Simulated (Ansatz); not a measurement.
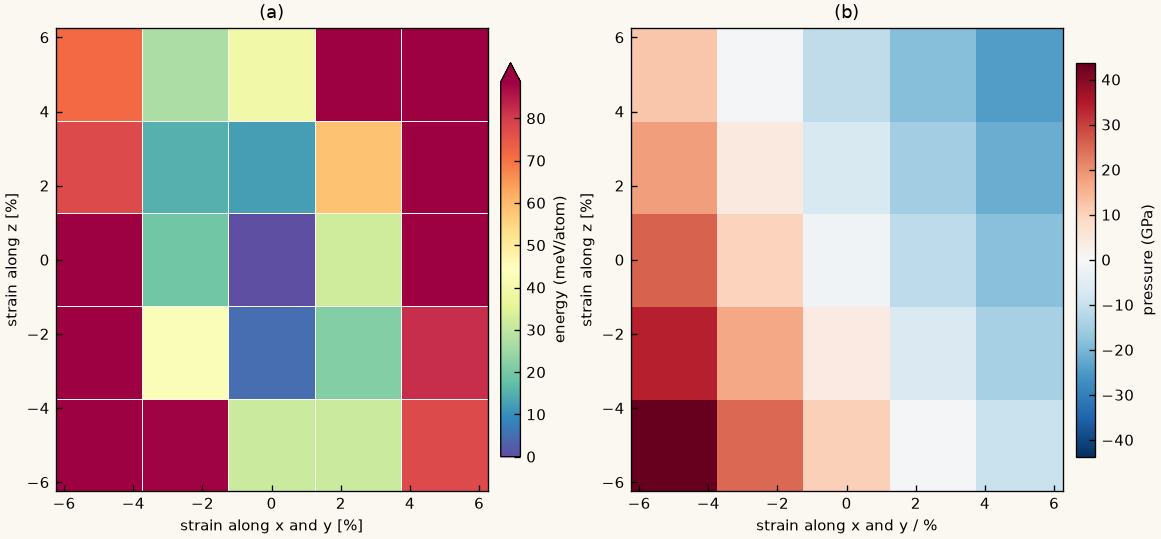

AlRu (Pm-3m, No. 221; 2 atoms in the cell). 
- The cell is strained homogeneously, by one strain along x and y and another along z, with fractional coordinates fixed (x, y and z along the cube axes).
- First axis: strain along x and y. Second axis: strain along z.
- The grid has 5 × 5 points.
- All energies are given in meV/atom relative to the lowest grid point.
- The reference cell is the one listed in the database, not relaxed at this level.
- Theory: DFT r2SCAN, scalar-relativistic, plane waves, PAW (Ansatz 0.2.0). Settings: cutoff 500 eV, k-mesh 16×16×16, gaussian smearing 0.15 eV, no spin polarisation.

Panel (a) is the energy and panel (b) the computed pressure on the same grid.

In the figure: one coloured cell a grid point, one colour for all values above the top of the scale.

### How does the pressure vary over the map, and what is it at the lowest grid point?

It runs from −24 GPa at strain along x and y = 5.0 %, strain along z = 5.0 % to 44 GPa at strain along x and y = −5.0 %, strain along z = −5.0 %. At the lowest grid point, strain along x and y = 0.0 %, strain along z = 0.0 %, it is −2 GPa.
